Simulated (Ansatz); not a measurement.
Input of the run:

```
crystal:
  lattice:
    - [-1.790124, 1.790124, 1.790124]
    - [1.790124, -1.790124, 1.790124]
    - [1.790124, 1.790124, -1.790124]
  atoms:
    - { symbol: Hf, position: [0.0, 0.0, 0.0] }
  symmetry: { tolerance: 0.0003 }
kpoints:
  mp_grid: { grid: [13, 13, 13], shift: [0, 0, 0] }
  band_path:
    path:
      - [0.0, 0.0, 0.0]
      - [0.5, -0.5, 0.5]
      - [0.0, 0.0, 0.5]
      - [0.0, 0.0, 0.0]
      - [0.25, 0.25, 0.25]
      - [0.5, -0.5, 0.5]
      - [0.25, 0.25, 0.25]
      - [0.0, 0.0, 0.5]
    npoints: 8
magnetization:
  spin_polarized: false
scf:
  occupations: { method: fermi_dirac }
  lower_state_search: "off"
  max_iter: 200
hamiltonian:
  pseudopotentials: { kind: paw }
  xc: pbe
basis:
  ecutwfc: 420
  fft_grid_basis: typed
output:
  forces: true
  stress: true
  eigenvalues: true
  bader: true
  populations: true
  elf: true
  write_potential: true
  volumetric_format: npy
  dos:
    e_range: [-12, 8]
    de: 0.05
    projected: { site_lists: { Hf: [Hf] } }
checkpoint:
  read: saved_state
```

Predict the main features of the band structure and density of states. The path is Γ–H–N–Γ–P–H–P–N.

A metal: 2 bands cross the Fermi level along this path. Bands cross the Fermi level on every line of the path. The density of states at the Fermi level is about 2 per eV and cell (mean within 0.25 eV). By projected weight, the states within 0.3 eV of the Fermi level are Hf 5d almost alone.

Spin-orbit coupling is left out, which matters for Hf. The run has no spin polarisation, and a density of states this high at the Fermi level may favour a magnetic state.

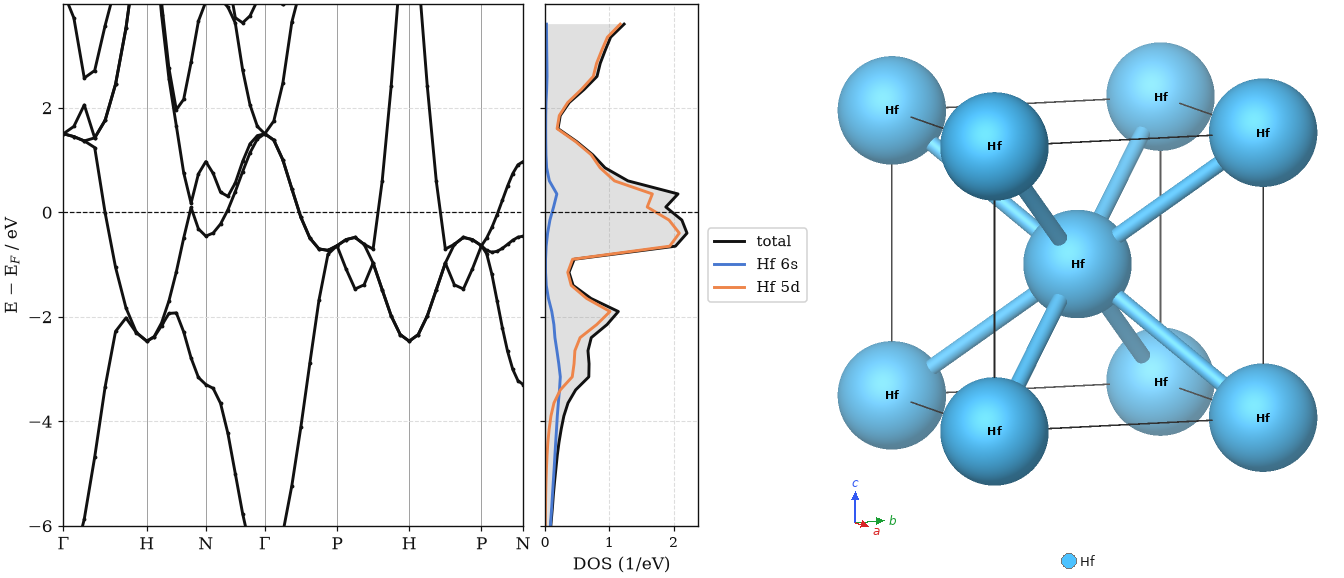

Band structure and density of states, beside the structure. Energies are counted from the Fermi level. The path runs straight from each named point to the next. The partial curves are projected on Löwdin-orthogonalised atomic shells.

The picture comes from a calculation with Ansatz.
